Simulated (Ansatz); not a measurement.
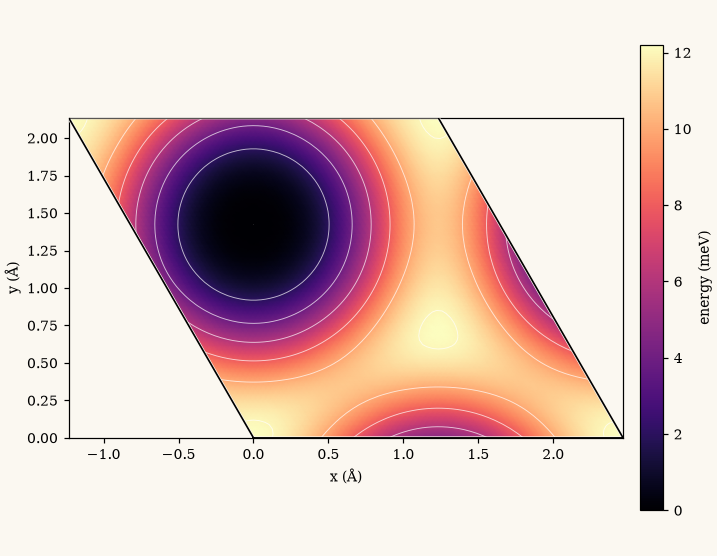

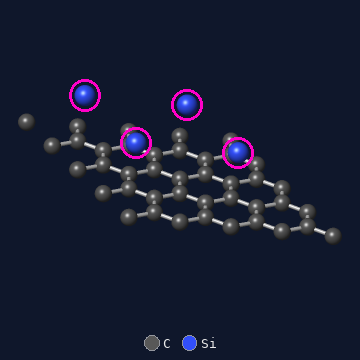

Energy landscape of Si on a two-dimensional sheet of C (8 atoms of substrate and one adsorbate in a 2 × 2 cell). Si is moved over the surface cell at a fixed height above a rigid substrate; the origin of the map has the adsorbate above C1; the height is held at 3.30 Å. Places are given modulo a cell vector. The map is drawn in real space over the plane of the surface. Grid: 6 × 6 points; 7 points were computed and 29 follow by symmetry. Places are given in fractions of the 1 × 1 surface cell. All energies are given in meV relative to the lowest grid point. At a fixed height the lowest place need not be the adsorption site. All numbers below come from DFT PBE+D3(BJ), scalar-relativistic, plane waves, PAW (Ansatz). Settings: cutoff 420 eV, k-mesh 6×6×1, gaussian smearing 0.1 eV, spin-polarised.

In the figure: a smooth colour map with a few white contour lines, the outline of one cell of the plane. Between grid points the surface is interpolated. The second picture is the structure at the lowest point; rings mark the moved atoms.

Summarise what can be read from the map.

Answer. The lowest grid point is at a sixfold hollow, (2/6, 4/6) of the cell vectors. No other kind of well shows on this grid. The highest grid point, the top site over a surface C atom, (0/6, 0/6) of the cell vectors, lies 12.2 meV above the lowest. On the interpolated surface the easiest way out of the lowest well to its copy in the next cell or period passes a barrier of about 11 meV. At the lowest point the adsorbate has 6 C at 3.59 Å as nearest neighbours, at the highest 1 C at 3.30 Å.

The values on the grid:

| second ↓, first → | 0/6 | 1/6 | 2/6 | 3/6 | 4/6 | 5/6 |
| --- | --- | --- | --- | --- | --- | --- |
| 5/6 | 10.3 | 4.8 | 1.1 | 1.1 | 4.8 | 10.3 |
| 4/6 | 6.6 | 1.1 | 0.0 | 1.1 | 6.6 | 10.8 |
| 3/6 | 4.8 | 1.1 | 1.1 | 4.8 | 10.3 | 10.3 |
| 2/6 | 6.6 | 4.8 | 6.6 | 10.3 | 12.2 | 10.3 |
| 1/6 | 10.3 | 10.3 | 10.8 | 10.3 | 10.3 | 10.8 |
| 0/6 | 12.2 | 10.3 | 6.6 | 4.8 | 6.6 | 10.3 |

Time for the 7 points that were run: 5 min on 1 thread of Arm Neoverse V1, on a shared host.
